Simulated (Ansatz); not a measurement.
MoS₂ (space group Fm-3m, No. 225). Coordinates: coordinates from a relaxation with DFT PBE, scalar-relativistic, plane waves, PAW in Ansatz; the starting structure was generated, so it need not be a known form of this composition.

```
Mo S
1.0
     5.94852    0.00000    0.00000
     0.00000    5.94852    0.00000
     0.00000    0.00000    5.94852
Mo S
4 8
Direct
  0.00000 0.00000 0.00000
  0.00000 0.50000 0.50000
  0.50000 0.00000 0.50000
  0.50000 0.50000 0.00000
  0.25000 0.75000 0.75000
  0.25000 0.25000 0.75000
  0.25000 0.25000 0.25000
  0.25000 0.75000 0.25000
  0.75000 0.75000 0.25000
  0.75000 0.25000 0.25000
  0.75000 0.25000 0.75000
  0.75000 0.75000 0.75000
```

Describe the stacking along [111], with columns A (0, 0), B (1/3, 2/3), C (2/3, 1/3) of the hexagonal mesh spanned by (a − b)/2 and (b − c)/2.

Mo(A) – S(B) – S(A) – Mo(B) – S(C) – S(B) – Mo(C) – S(A) – S(C) (nine layers in 10.30 Å).

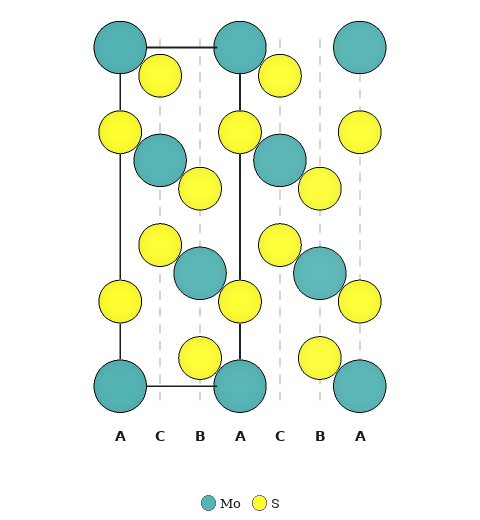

The picture looks along a close-packed row of the hexagonal mesh; [111] points upwards. The dashed lines mark the three columns A (0, 0), B (1/3, 2/3) and C (2/3, 1/3). The box is the hexagonal cell of the face-centred cubic lattice. The sequence starts with the first layer at or above the cell's origin.
